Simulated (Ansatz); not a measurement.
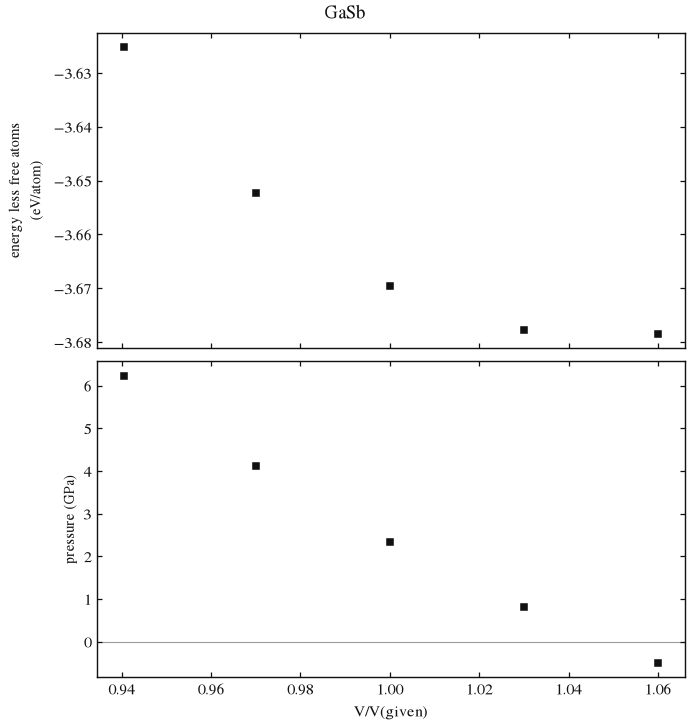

Computed with Ansatz 0.2.0: periodic Kohn-Sham DFT of a crystal at fixed atoms, scaled to the stated factor times the given cell; pressure positive in compression, energy less spherical unpolarised free atoms. Level: PBE.

- method: all-electron LAPW
- relativity: scalar
- k mesh: 9×9×9
- occupations: Fermi–Dirac
- smearing width: 0.05 eV
- basis error target: 0.5 (meV/atom)
- nucleus: Gaussian

The given structure:
```
Ga Sb
1.0
     0.00000    3.05900    3.05900
     3.05900    0.00000    3.05900
     3.05900    3.05900    0.00000
Ga Sb
1 1
Direct
  0.00000 0.00000 0.00000
  0.75000 0.75000 0.75000
```

Caption: Energy less free atoms and pressure against V/V(given) for GaSb, space group F-43m (No. 216).

V(given) is 28.62 Å³/atom.

The energy less free atoms falls from −3.6252 eV/atom at V/V(given) 0.941 to −3.6785 eV/atom at 1.060. The pressure falls from 6.231 GPa at V/V(given) 0.941 to −0.497 GPa at 1.060, and changes sign near 1.049. The volume at zero pressure from a fit of the pressures is 30 Å³/atom. The bulk modulus from that fit is 43.9 GPa.

Note: no spin-orbit coupling on heavy atoms; small gap, it may come from the mesh.
